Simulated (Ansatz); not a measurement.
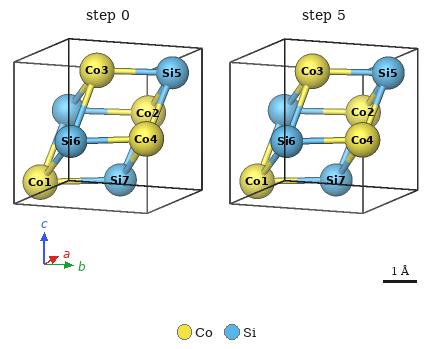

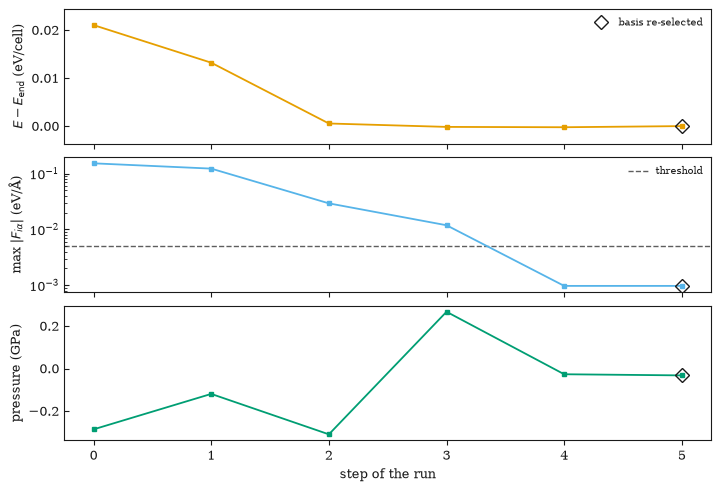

First and last geometry of a relaxation of crystalline CoSi (set up in P2_13), with the history of the run. The picture is a ball-and-stick view of the cell of the calculation, seen from a free direction.

Level of theory: DFT PBE, scalar-relativistic, plane waves, PAW in Ansatz 0.2.0. Set-up: plane-wave cutoff 420 eV; k-point mesh 8 × 8 × 8; occupations gaussian; smearing width 0.1 eV; no spin polarisation; cell and atoms relaxed; force threshold 0.005 eV/Å; at most 80 steps.

### What do the curves and the structures tell?

It converged. The largest moves relative to the cell, 0.039 Å, are those of Co atoms. Largest moves by element: Co 0.039 Å, Si 0.001 Å. Cell: a = b = c 4.438 → 4.431 Å (−0.2 %). Volume −0.5 %. Near-neighbour distances that change, for instance: Co–Si 2.466 → 2.432 Å, Co–Si 2.283 → 2.317 Å, Co–Si 2.326 → 2.335 Å. The space group stays P2_13 (No. 198). After 4 accepted moves (5 points after the start) the energy has fallen by 21.0 meV per cell of the calculation. The largest force component goes from 0.15 to 0.00097 eV/Å. The pressure goes from −0.29 to −0.03 GPa. At 1 point the geometry stayed and the basis and grid were re-selected for the new cell (energy shift of 0.2 meV per cell of the calculation at most each time). Cost: 57 s on 2 threads of Intel(R) Xeon(R) Platinum 8375C CPU @ 2.90GHz (Ice Lake), on a shared host, peak memory 0.51 GiB.

```tsv
step	E − E(0), meV/atom	largest force component, eV/Å	pressure, GPa	volume, Å³/atom	note
0	0.00	0.1522	-0.29	10.926	
1	-0.98	0.1224	-0.12	10.909	
2	-2.56	0.0292	-0.31	10.882	
3	-2.65	0.0119	0.27	10.860	
4	-2.66	0.0010	-0.03	10.874	
5	-2.63	0.0010	-0.03	10.874	same geometry, new basis
```

Limits of the set-up: an element that often carries a moment was run without spin polarisation.
